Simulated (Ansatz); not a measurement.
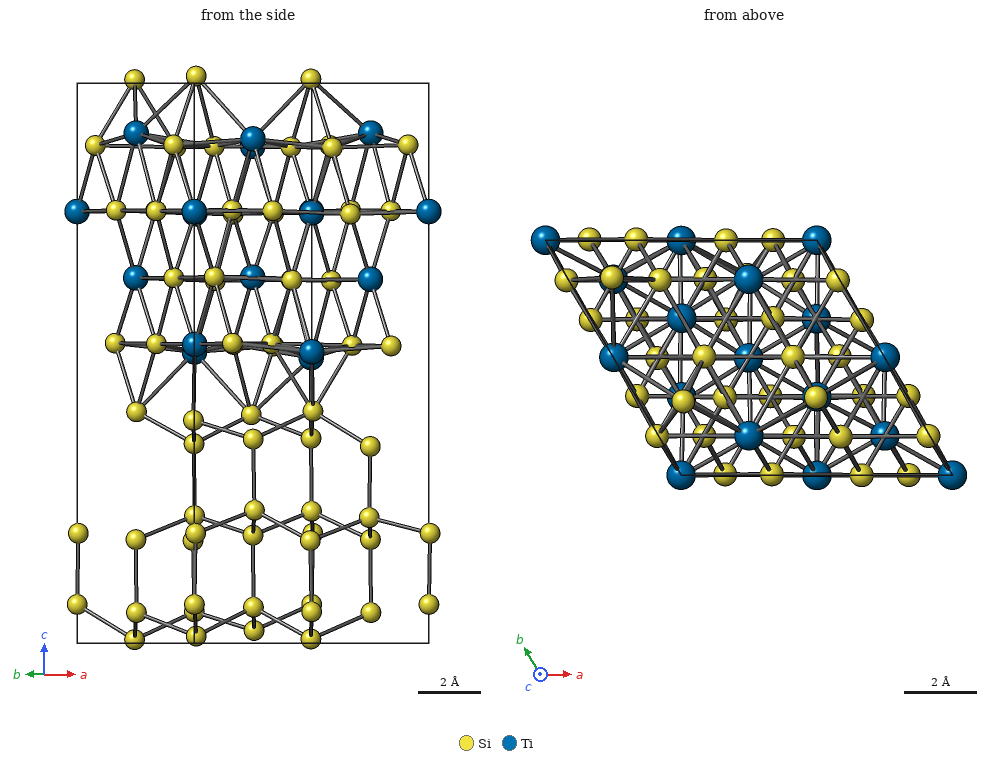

A ball-and-stick picture of a periodic stack of two materials, seen from the side and from above; the box is the simulation cell in a reduced setting, and 1×1 cells are drawn in the plane (a layer on the cell's face shows at both ends).

Describe the two parts of the stack.

Answer. Si (1 1 1) (Fd-3m, 24 atoms) and TiSi2 (0 0 1) (Fddd, 36 atoms).

Give the in-plane cell and the period of the stack.

Answer. The in-plane vectors are 7.64 and 7.64 Å long, those of Si, to which TiSi2 is strained; the stack repeats after 18.2 Å.

The atoms and the stacking vector were relaxed with DFT LDA, scalar-relativistic, plane waves, PAW in Ansatz 0.2.0, the in-plane cell held. The two parents, named as they started, are listed structures, not always the stable forms, and thin layers can change their stacking on relaxation.
